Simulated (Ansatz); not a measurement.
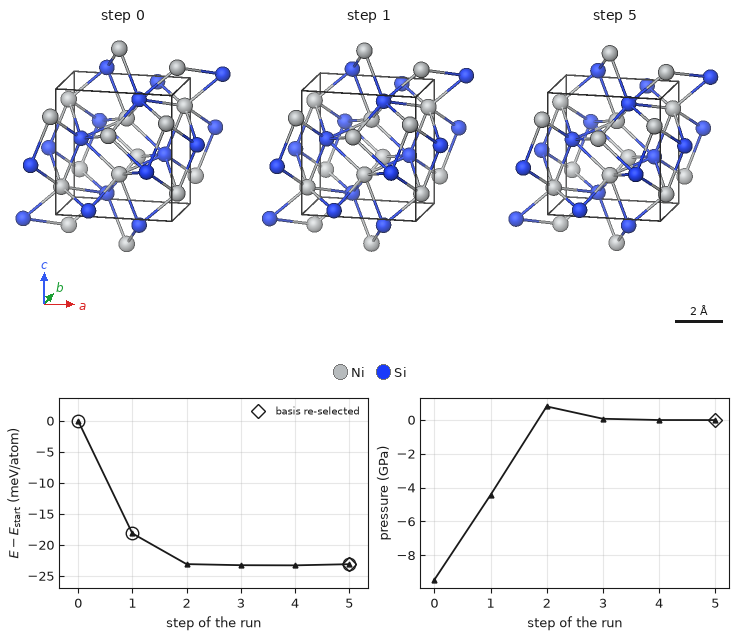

Frames of a relaxation of a crystal of SiNi (set up in Pnma), marked on the history of the run. The picture is a ball-and-stick view of the cell of the calculation, seen slightly off an axis.

The run lets cell and atoms move.

All numbers below come from Kohn-Sham DFT of a periodic cell, PBEsol with D3(BJ), Ansatz PAW in Ansatz 0.2.0.

The input:
```yaml
crystal:
  lattice:
    - [5.1731, 0.0, 0.0]
    - [0.0, 3.3381, 0.0]
    - [0.0, 0.0, 5.6049]
  atoms:
    - { symbol: Ni, position: [0.99221, 0.75, 0.81248], spin: 1.0 }
    - { symbol: Ni, position: [0.50779, 0.25, 0.31248], spin: 1.0 }
    - { symbol: Ni, position: [0.49221, 0.75, 0.68752], spin: 1.0 }
    - { symbol: Ni, position: [0.00779, 0.25, 0.18752], spin: 1.0 }
    - { symbol: Si, position: [0.67872, 0.25, 0.9175] }
    - { symbol: Si, position: [0.82128, 0.75, 0.4175] }
    - { symbol: Si, position: [0.17872, 0.25, 0.5825] }
    - { symbol: Si, position: [0.32128, 0.75, 0.0825] }
hamiltonian:
  xc: pbesol
  pseudopotentials: { kind: paw }
  dispersion: d3bj
magnetization:
  spin_polarized: true
kpoints:
  mp_grid: { grid: [5, 8, 5] }
scf:
  occupations: { method: fermi_dirac, width: 0.05 }
output:
  forces: true
  stress: true
  eigenvalues: true
relax:
  f_tol: 0.01
  max_steps: 40
  cell: { stress_tol: 0.05 }
```

Command:
```bash
ansatz run input.yaml --threads 4 --pin off --max-ram 11264MiB --backend cpu --events-out ev --progress --plain --runs-dir out
```

> What happens along the run?

After 4 accepted moves (5 points after the start) the energy has fallen by 23.1 meV per atom. Largest force component: 0.069 eV/Å at the start, 0.0074 eV/Å at the end. Pressure: −9.45 GPa at the start and −0.01 GPa at the end. At 1 point the geometry stayed and the basis and grid were re-selected for the new cell (energy shift of 0.2 meV per atom at most each time). The largest moves relative to the cell, 0.041 Å, are those of Si atoms. Largest moves by element: Si 0.041 Å, Ni 0.018 Å. The drawn cell changes as follows: a 5.173 → 5.018 Å (−3.0 %), b 3.338 → 3.357 Å (+0.6 %), c 5.605 → 5.434 Å (−3.0 %); the volume changes by −5.4 %. Near-neighbour distances that change, for instance: Ni–Si 2.400 → 2.354 Å, Ni–Si 2.319 → 2.279 Å, Ni–Si 2.384 → 2.349 Å, Ni–Si 2.278 → 2.247 Å. Bond angles that change, for instance: Ni–Si–Ni 88.1° → 91.0°, Si–Ni–Si 88.1° → 91.0°, Ni–Si–Ni 130.2° → 133.0°. The space group stays Pnma (No. 62). The program noted that the starting moments weren't kept. From step 0 to 1: Si atoms move most (0.02 Å), volume −3.1 %, energy −18.1 meV per atom. From step 1 to 5: Si atoms move most (0.03 Å), volume −2.4 %, energy −5.0 meV per atom.
